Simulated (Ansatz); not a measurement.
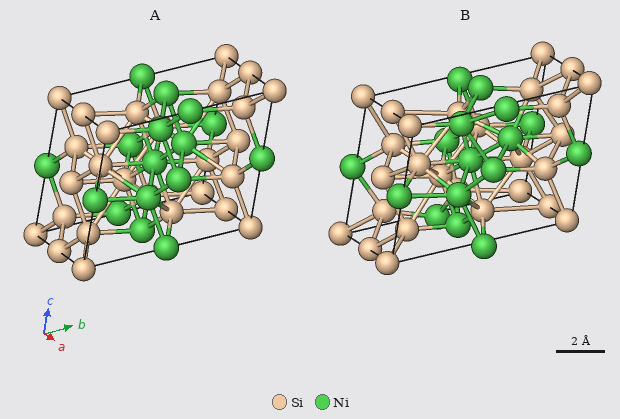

Two geometries of a crystal of Si2Ni (a generated structure, set up in P1) (coarse preliminary run), drawn at one scale. One is the start of a relaxation, the other its converged end. The picture is a ball-and-stick view of the cell of the calculation, reduced to other axes, seen slightly off an axis. Lengths and directions refer to the drawn axes.

These are results of DFT PBEsol, scalar-relativistic, plane waves, PAW (Ansatz), not measurements. Set-up: plane-wave cutoff 420 eV; k-point mesh 2 × 2 × 2; occupations gaussian; smearing width 0.1 eV; mesh shifted by (0.5, 0.5, 0.5); no spin polarisation; cell and atoms relaxed; force threshold 0.04 eV/Å; at most 50 steps.

**Which of the two is the end point?**

Structure B is the relaxed one. Case: Ni and Si exchanged on 3 pairs of sites drawn at random in a supercell of the crystal. The largest move relative to the cell is that of a Ni atom, 0.52 Å roughly along [1 −2 1]. By element the largest moves are Ni 0.52 Å, Si 0.48 Å. The drawn cell changes as follows: a 7.625 → 7.434 Å (−2.5 %), b 7.625 → 8.075 Å (+5.9 %), c 7.625 → 7.693 Å (+0.9 %), α 60.0° → 62.5°, β 60.0° → 58.3°, γ 60.0° → 61.8°; the volume changes by +5.9 %. Some distances before and after: Si–Si 2.684 → 3.548 Å, Si–Si 2.701 → 3.389 Å, Si–Si 2.388 → 2.970 Å, Si–Si 2.722 → 3.259 Å. Among the angles between lasting bonds that change: Ni–Si–Ni 108.0° → 134.1°, Ni–Si–Ni 89.5° → 108.0°, Si–Si–Si 110.2° → 91.7°. The space group stays P1 (No. 1). Over 12 accepted moves (14 points after the start) the energy falls by 4.562 eV per cell of the calculation. Largest force component: 2.2 eV/Å at the start, 0.017 eV/Å at the end. The pressure goes from 6.93 to −0.02 GPa. At 2 points the geometry stayed and the basis and grid were re-selected for the new cell (energy shift of 30.3 meV per cell of the calculation at most each time). The run took 2.4 min on 4 threads of Intel(R) Xeon(R) Platinum 8259CL CPU @ 2.50GHz (Skylake/Cascade Lake), with other jobs on the host, peak memory 1.1 GiB.

Limits of the set-up: the k-point mesh is coarse for a cell with partly filled bands; an element that often carries a moment was run without spin polarisation.
